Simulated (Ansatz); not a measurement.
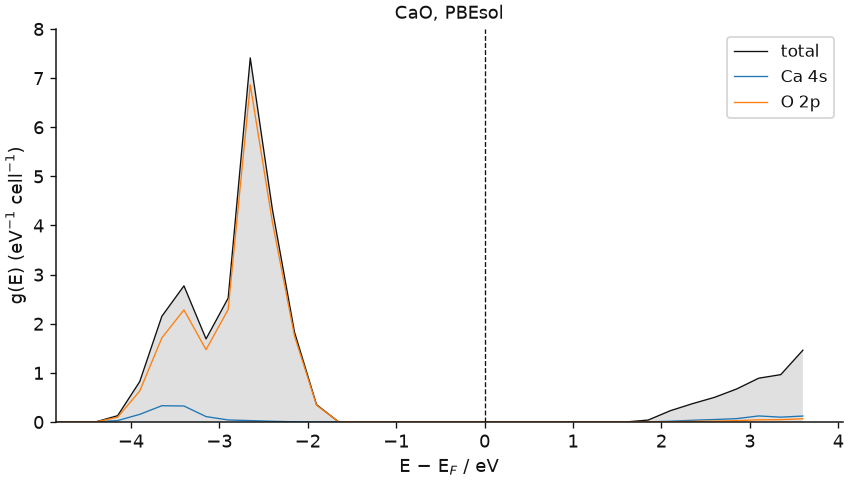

Density of states of CaO, space group Fm-3m, 2 atoms in the cell, a database entry, rescaled. Ansatz; DFT with PBEsol, PAW plane waves, no spin polarisation, 9×9×9 k mesh, 420 eV cutoff, Fermi-Dirac smearing of 0.062 eV. Energies are counted from the Fermi level. The partial curves are projected on Löwdin-orthogonalised atomic shells; they sum to less than the total at higher energies, where shells without a projector contribute.

There is a gap; over the k points computed it is 3.57 eV. By projected weight, the top eV of the valence band is O 2p almost alone. The upper group of valence states starts about 2.3 eV under the valence-band top (which lies at −1.8 eV on this axis), with a gap beneath it; it holds about 6 electrons a cell. The tallest peak in the window is at −2.7 eV; by projected weight it is O 2p almost alone.

The cell is at −13 GPa in this functional.
